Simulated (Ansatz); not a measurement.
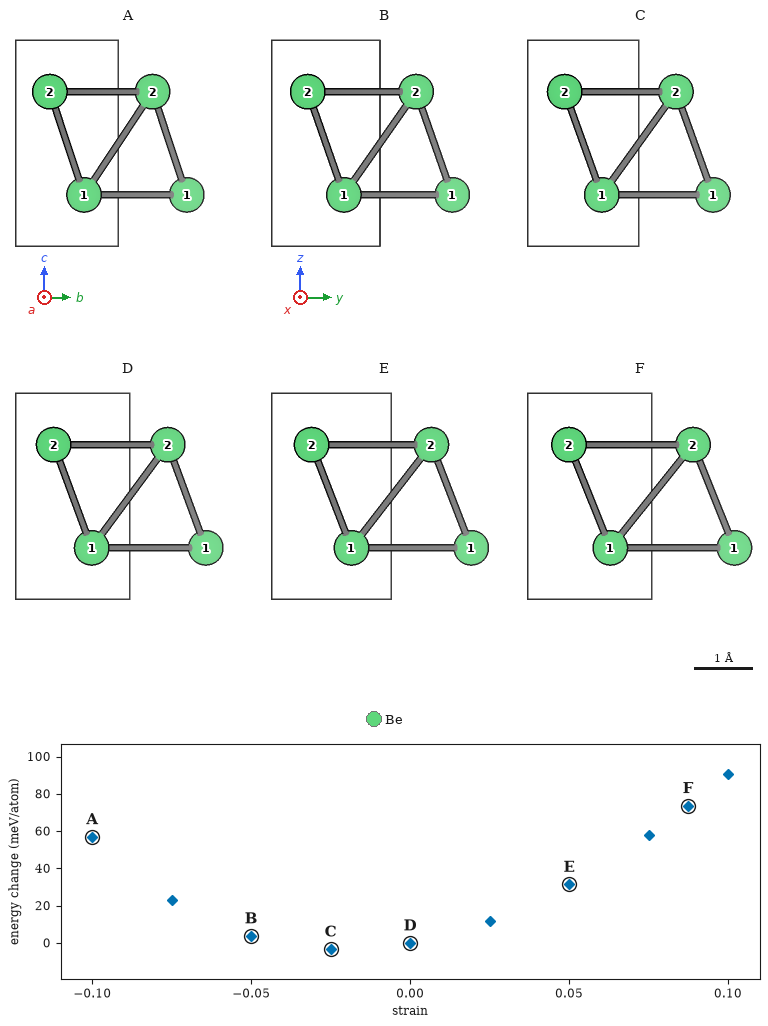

Energy scan for crystalline Be (P6_3/mmc), in which the cell is strained along y alone, with the atoms kept at their fractional coordinates. x, y and z are the Cartesian axes of the input. The lettered frames are marked on the plot. A ball-and-stick model of the cell of the calculation, repeated 2 × 2 × 1 with one cell outlined, seen along the a axis.

Method: Ansatz, DFT PBEsol, scalar-relativistic, plane waves, PAW. Set-up: plane-wave cutoff 420 eV; k-point mesh 24 × 24 × 14; occupations gaussian; smearing width 0.15 eV; no spin polarisation. Energies (free energies at the smearing named) are counted from the cell as listed in its source, which wasn't relaxed.

What does the scan show?

Of the computed points the lowest is at the strain −0.025, −3.3 meV/atom. The end points stand at 57.0 meV/atom (−0.10) and 90.6 meV/atom (0.10). The unrelaxed reference is under a pressure of −5.7 GPa, which tilts the curve. The distortion takes the space group from P6_3/mmc to Cmcm. At the strain −0.10 the cell of the drawing goes b 2.300 → 2.129 Å, γ 120.0° → 122.7°.
